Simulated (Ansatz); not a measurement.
GaAs. A set of calculations on one system.

Space group F-43m; the calculation finds a residual pressure of about 3 GPa at this fixed cell.

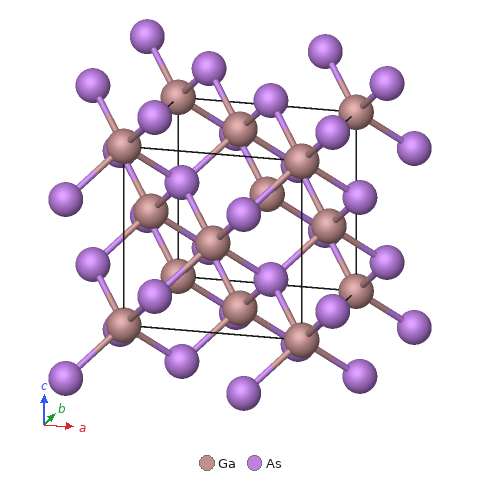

The conventional cell.

```
Ga As
1.0
     5.65370    0.00000    0.00000
     0.00000    0.00000   -5.65370
     0.00000    5.65370    0.00000
Ga As
4 4
Direct
  0.50000 0.50000 0.00000
  0.00000 0.50000 0.50000
  0.00000 0.00000 0.00000
  0.50000 0.00000 0.50000
  0.25000 0.75000 0.25000
  0.75000 0.75000 0.75000
  0.75000 0.25000 0.25000
  0.25000 0.25000 0.75000
```

Method: DFT PBE, scalar-relativistic, plane waves, PAW in Ansatz 0.2.0.

Core electrons are frozen (PAW), so the maps are meaningful between the atoms, not at the nuclei.

### 1. Bonding charge

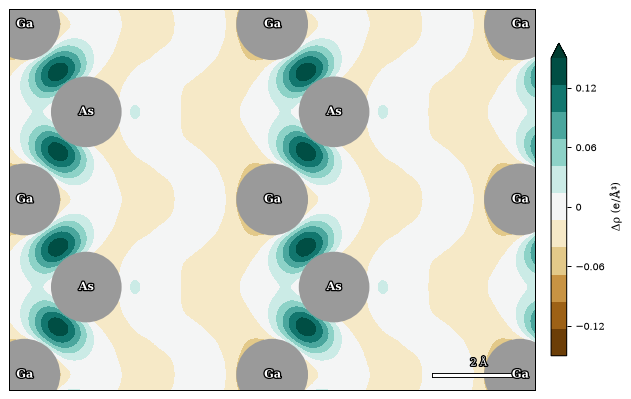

Bonding charge density, ρ(crystal) − Σ ρ(neutral atoms): a map on the (011) plane of the conventional cell, with grey discs over the atomic cores. Cores are masked to 0.8 Å (Ga) and 0.8 Å (As).

Question: Read the map: where is density gained and where lost?

Answer: As–Ga (2.45 Å): Δρ is +0.13 e/Å³ at the midpoint, with a peak of 0.14 e/Å³ 1.1 Å from As: covalent bond charge. Over the whole cell, outside the masked cores, the largest gain, 0.14 e/Å³, lies 1.1 Å from an arsenic nucleus and 1.3 Å from a gallium one, and the largest loss lies at the edge of the masked core of Ga. In all about 0.24 e an atom is rearranged against the free atoms. Bader charges: Ga +0.68 and As −0.68 e.

### 2. One group of states

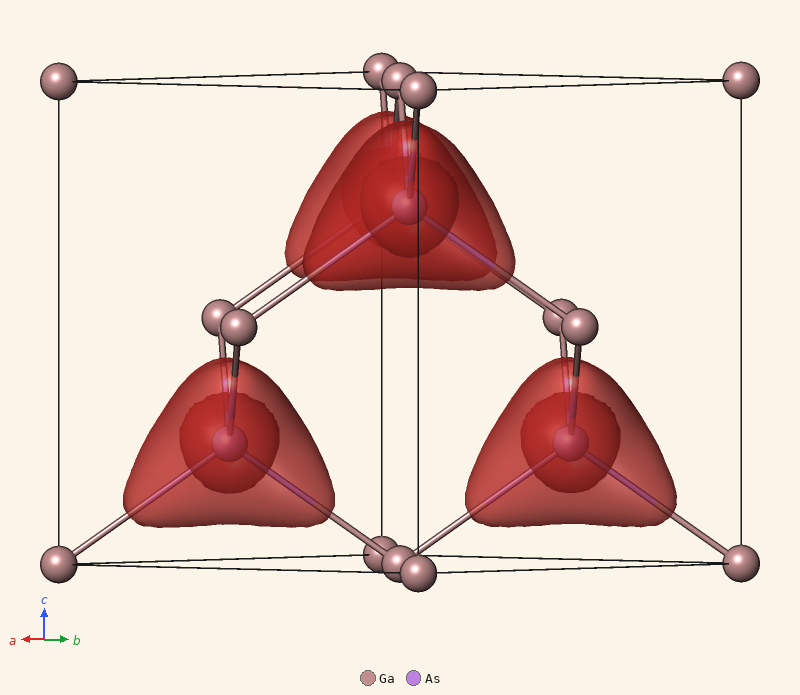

*Density of the Kohn–Sham states from −6.8 to 0.0 eV about the valence-band maximum (the whole upper valence band), scaled to one electron a cell: red surface at 0.05 1/Å³, in the conventional cell seen at an oblique angle.*

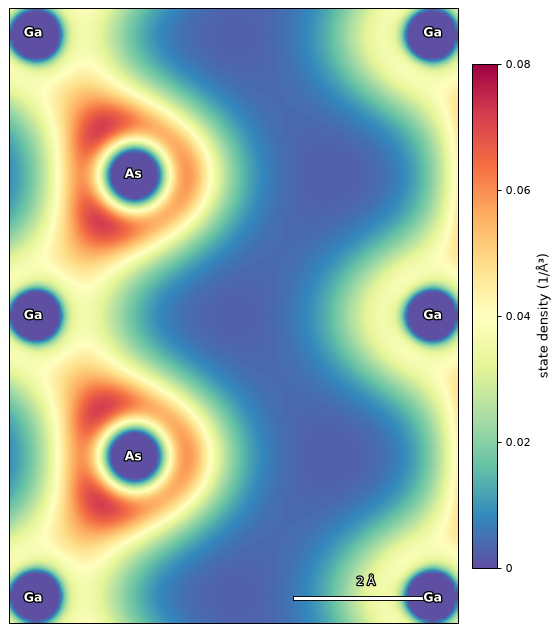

The same field as a map on the (101) plane of the conventional cell.

Question: Which atoms and orbitals make up these states?

Answer: Löwdin projections on the PAW files' atomic orbitals give As 4p (60 %), Ga 4p (25 %) and Ga 4s (15 %).
In space (atomic cells sized by Bader volumes) the density divides as As about 65 % and Ga about 35 %.
The group holds 6 electrons when full, in the cell of the calculation (2 atoms).

### 3. Another level of theory

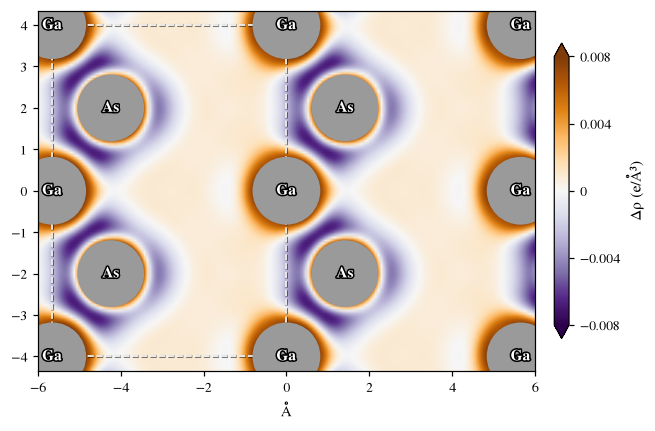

GaAs: difference of two self-consistent densities at the same geometry, ρ(LDA) − ρ(PBE), on the (110) plane of the conventional cell. Grey discs cover the cores, where the PAW densities can't be compared. Cores are masked to 0.8 Å (Ga) and 0.8 Å (As).

Both runs: Ansatz, scalar-relativistic, plane waves and PAW, same cutoff, k-points and PAW files (made with PBE).

Question: How does the change of level move the electrons?

Answer: Against PBE, and outside the masked cores, the largest gain lies at the edge of the masked core of Ga, and the largest loss, 0.007 e/Å³, lies 1.2 Å from an arsenic nucleus and 1.4 Å from a gallium one. Bader charges are Ga +0.68 and As −0.68 e with PBE and Ga +0.61 and As −0.61 e with LDA. At this volume the pressure is 3 GPa with PBE and −2 GPa with LDA. The gap on the mesh is 0.52 eV with PBE and 0.28 eV with LDA.

### 4. Change of volume

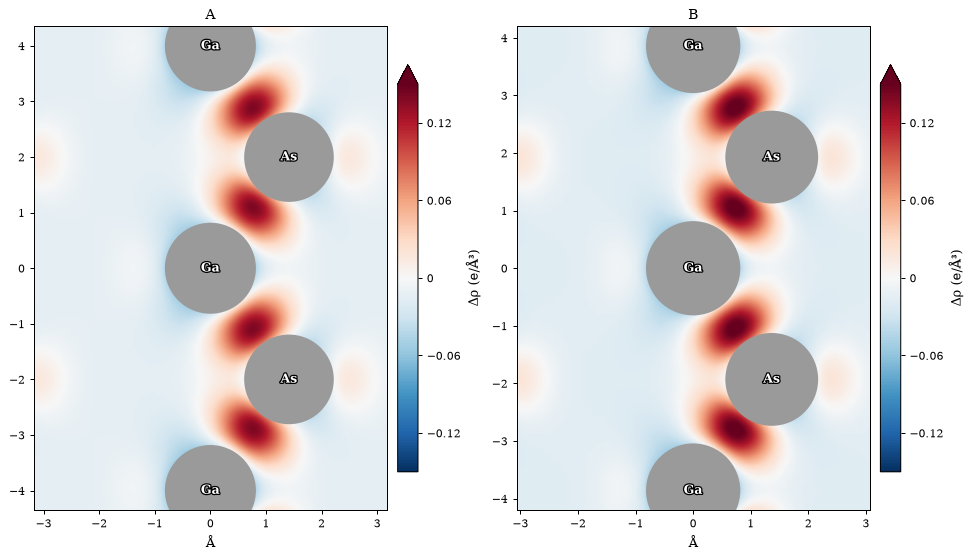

GaAs: deformation density on the (011) plane of the conventional cell at two volumes, with the same fractional coordinates and one colour scale. Grey discs cover the cores. Panel B has 90 % of the volume of panel A.

Question: What changes between the database cell and the scaled one?

Answer: From A to B, As–Ga goes from 2.45 to 2.36 Å, and Δρ at its midpoint from +0.13 to +0.15 e/Å³. The pressure is 3 GPa in A and 13 GPa in B. Bader charges in A: Ga +0.68 and As −0.68 e; in B: Ga +0.70 and As −0.70 e. The rearranged charge is 0.24 e an atom in A and 0.25 e in B.

### 5. Putting it together

Charge passes from Ga (Pauling electronegativity 1.81) to As (2.18), the direction that the scale predicts; the Bader charges fall short of whole formal charges, as they usually do. LDA binds more tightly than PBE and wants a smaller cell, which shows in its lower pressure at this volume. The two pressures give a mean stiffness −ΔP/Δln V of about 96 GPa over this range, with the atoms held at their fractional positions.
